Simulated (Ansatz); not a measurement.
A periodic structure is given below.

```xyz
6
Lattice="3.3128 0.0000 0.0000 -1.6564 2.8690 0.0000 0.0000 0.0000 11.6063" Properties=species:S:1:pos:R:3 pbc="T T T"
Hf    1.6564    0.9563   10.4321
Hf    0.0000    1.9127    4.6290
Hf    1.6564    0.9563    6.9774
Hf    0.0000    1.9127    1.1742
S     0.0000    0.0000    8.7047
S     0.0000    0.0000    2.9016
```

### Summarise the structure in words.

The structure is one of Hf2S. The lattice is primitive hexagonal and the space group P6_3/mmc (No. 194). The cell has 6 atoms, namely 4 Hf, 2 S. Each Hf atom is coordinated by three Hf and three S (3.03 Å to Hf, 2.58 Å to S). Each S has six Hf in a trigonal prismatic arrangement at 2.58 Å. Not all metal-metal contacts are counted. The bonds build a three-dimensional framework.

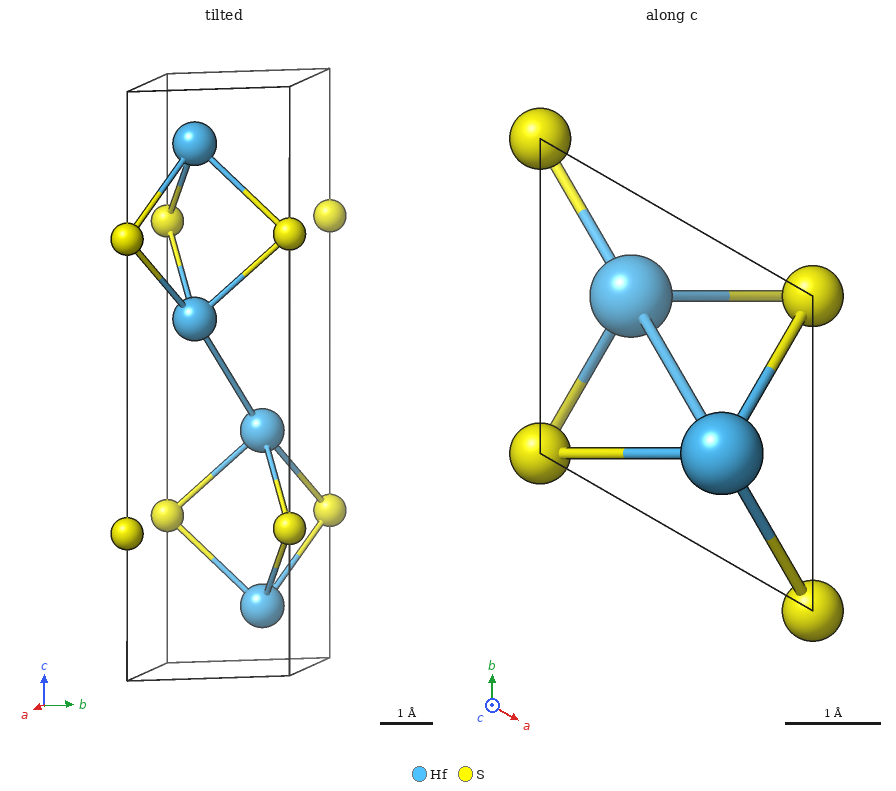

View slightly off an axis and along the c axis, drawn as a ball-and-stick model. The edges of the conventional unit cell are marked. Colours: hafnium blue, sulfur yellow.

The cell started as a structure listed in the Materials Project. Earlier steps of the study may have refined or changed the cell and positions. An electronic-structure calculation with Ansatz was run on it.
